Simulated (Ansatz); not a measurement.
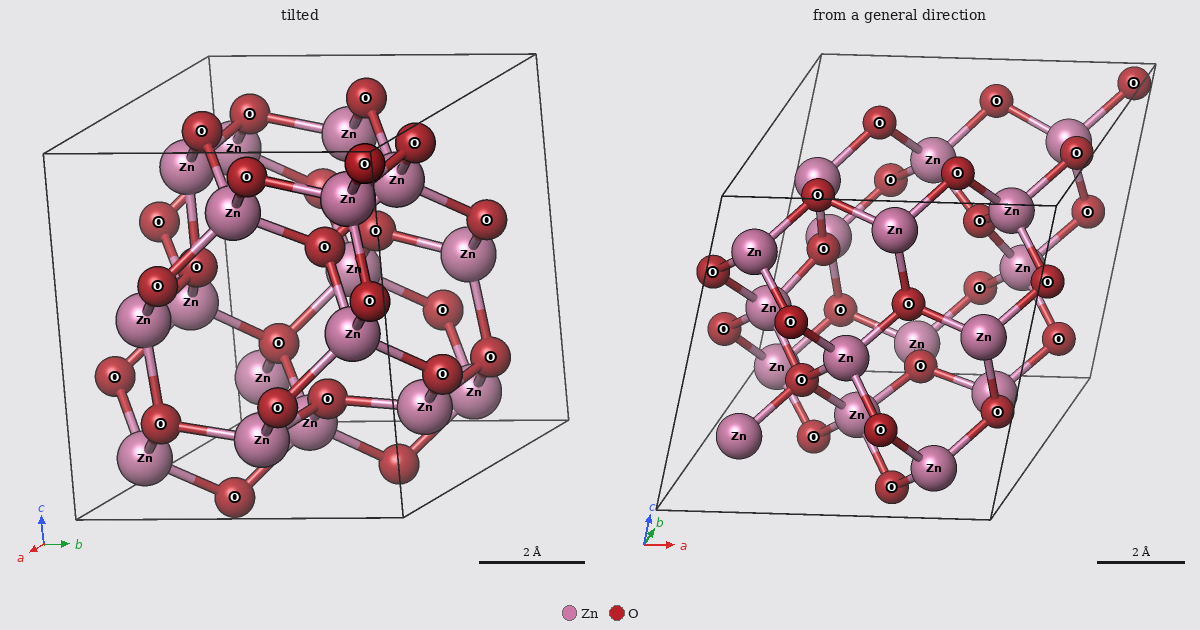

An orthographic ball-and-stick view of the structure, slightly off an axis and from a general direction. The outline marks the supercell. The host is ZnO, in a cell of 36 sites, and the cell carries a charge of -1.

**What imperfection does the supercell contain?**

A zinc vacancy. Around the empty site lie four O at about 2.2 to 2.3 Å.

Level of theory: DFT PBE, scalar-relativistic, plane waves, PAW (Ansatz). Settings were an energy cutoff of 420 eV, a 2×2×2 sampling of the Brillouin zone, Gaussian smearing of 0.01 eV, collinear spins.

**Is there a net moment in the defective cell?**

Yes, 1.0 μB in the cell.

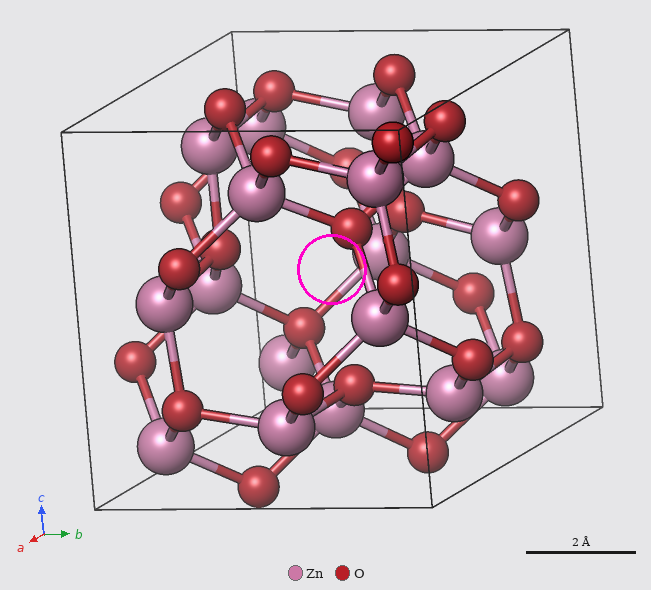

The same cell with a ring at the defect's site.

The atoms were relaxed in the host's cell with DFT PBE, scalar-relativistic, plane waves, PAW in Ansatz.
